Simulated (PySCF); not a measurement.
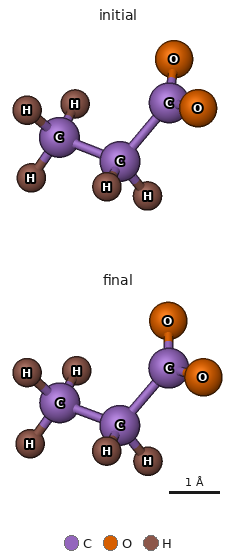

The structure of C$_{3}$H$_{5}$O$_{2}$ (charge −1) before (top) and after (bottom) a relaxation, at one scale.

The picture is a ball-and-stick view, seen at a tilt.

The start comes from GFN2-xTB.

Computed with PBE0-D3(BJ)/def2-SVP geometry optimisation, gas phase (PySCF 2.14.0, density-fitted response routines). 

What changed between the two?

The energy falls by 0.034 eV in 8 geometry steps. The largest force component goes from 0.68 to 0.02 eV/Å. The largest move after the best rigid fit is that of an O atom, 0.16 Å. By element the largest moves are O 0.16 Å, H 0.08 Å, C 0.03 Å. Some distances before and after: C–C 1.593 → 1.571 Å, C–H 1.090 → 1.104 Å, C–O 1.238 → 1.249 Å. Among the angles between lasting bonds that change: H–C–H 108.1° → 106.0°.

Limits of the set-up: the basis has no diffuse functions, which an anion needs.
